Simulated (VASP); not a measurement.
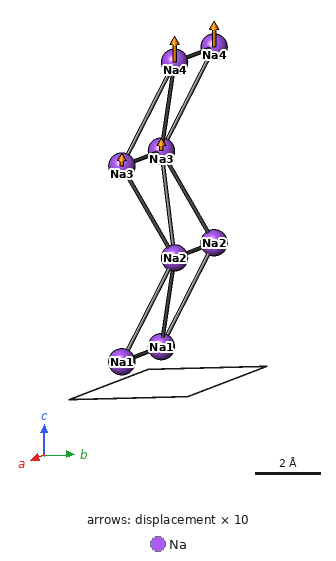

This is a relaxation of a slab of composition Na. The starting structure is drawn; orange arrows show the displacements, 10 times their true length.

The picture is a ball-and-stick view of the 2 × 1 repeat of the cell, outlined in the plane, without the vacuum, seen slightly off an axis.

The run lets the atoms move in a fixed cell. 2 atoms are held fixed.

Level of theory: VASP, Kohn-Sham DFT of a periodic cell, PBE with TS, VASP PAW PBE potentials, recommended.

The input:
```
SYSTEM = Na
PREC = Accurate
ENCUT = 520
EDIFF = 1E-6
ISMEAR = 0
SIGMA = 0.05
LREAL = .False.
LASPH = .True.
NELM = 80
ALGO = Normal
ISIF = 2
LWAVE = .False.
LCHARG = .False.
LDIPOL = .True.
IDIPOL = 3
DIPOL = 0.5 0.5 0.500
GGA = PE
IVDW = 2
IBRION = 2
NSW = 40
EDIFFG = -0.01
```

Command:
```bash
cat potpaw_PBE.64/Na_pv/POTCAR > POTCAR
mpirun -np 1 vasp_std > vasp.out
```

Question: Describe the change and its energy.

Answer: The energy falls by 4.4 meV per cell of the calculation in 8 geometry steps. The largest force component goes from 0.11 to 0.11 eV/Å. Na4 moves most: 0.084 Å along the normal (+c). The cell doesn't change. Among the contacts that change: Na2–Na3 3.768 → 3.803 Å.
